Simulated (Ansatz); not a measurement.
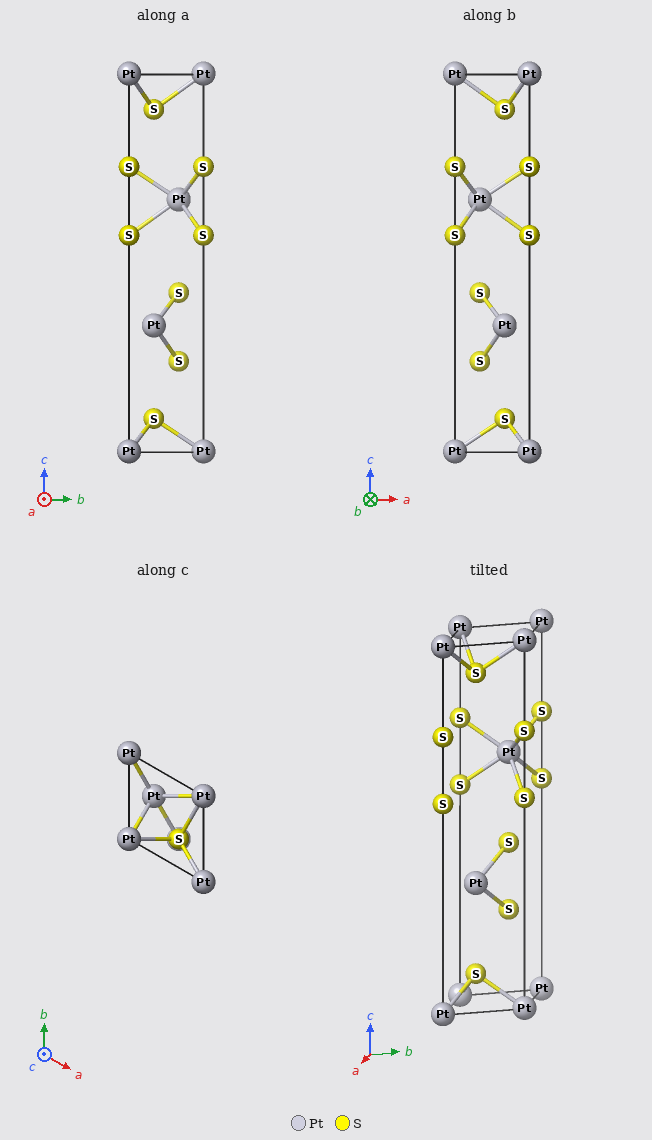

View along the a axis, along the b axis, along the c axis and slightly off an axis, drawn as a ball-and-stick model. The conventional unit cell is drawn as a box.

Lattice parameters: a = 3.478 Å, b = 3.478 Å, c = 15.288 Å, α = 90.00°, β = 90.00°, γ = 120.00°.

**Give the structure in the form of a table of Wyckoff sites, with free fractional coordinates to two decimals.**

Space group R3m:H (No. 160).
```csv
atom,site,x,y,z
Pt,3a,0.00,0.00,0.00
S,3a,0.3333,0.6667,0.24
S,3a,0.6667,0.3333,0.09
```

Starting structure: a structure type filled with these elements by a generator (whether the compound takes this form wasn't checked). A relaxation with Ansatz 0.2.0, DFT, r2SCAN+rVV10, plane waves, PAW gave the geometry drawn.
